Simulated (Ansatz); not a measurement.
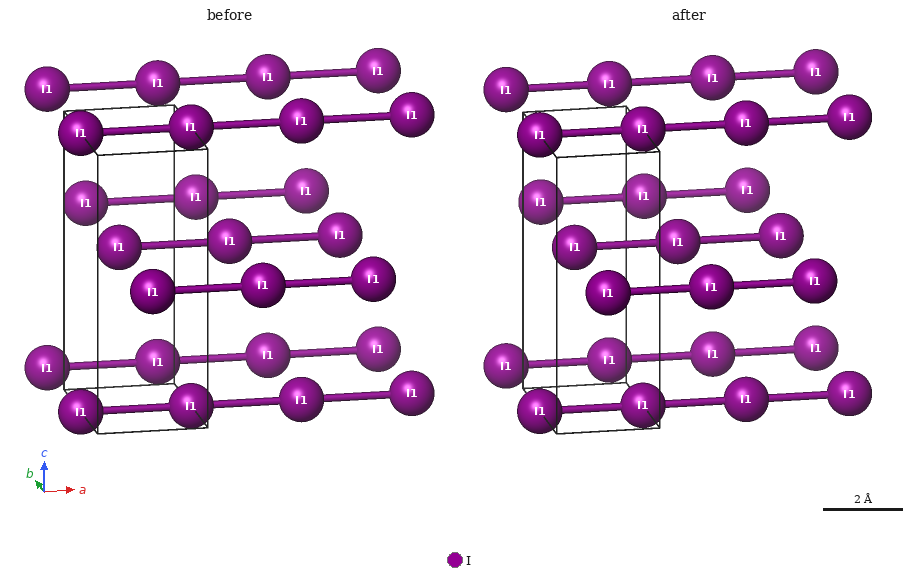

Left: a symmetric starting cell of I. Right: the same structure after one change, at the same scale. The picture is a ball-and-stick view of the conventional cell (2 times the calculation's cell), repeated 3 × 2 × 1 with one cell outlined, seen slightly off an axis. Lengths and directions refer to the drawn axes.

Method: DFT PBEsol, scalar-relativistic, plane waves, PAW in Ansatz 0.2.0. Set-up: plane-wave cutoff 420 eV; k-point mesh 12 × 12 × 18; occupations gaussian; smearing width 0.1 eV; no spin polarisation.

What distinguishes the right structure from the left one?

Answer. The cell is strained by +2.6 % along b, −0.8 % along c, −6.4 % along a (volume −4.7 %), the atoms keeping their fractional coordinates. No relaxation follows. The starting cell wasn't computed here and needn't be at equilibrium, so pressure and forces aren't due to the change alone.

What does the change do?

Answer. The pressure is 6.2 GPa (not all of it need come from the change, since the unchanged cell can be under pressure at this level too). The principal stresses (compression positive) are 20.3 GPa along a, −0.4 GPa along c, −1.3 GPa along b. All forces vanish by symmetry. Some distances before and after: I–I 2.880 → 2.698 Å. The space group stays C2/m (No. 12).

Limits of the set-up: an odd number of electrons was run without spin polarisation, which fails if the electron would localise.
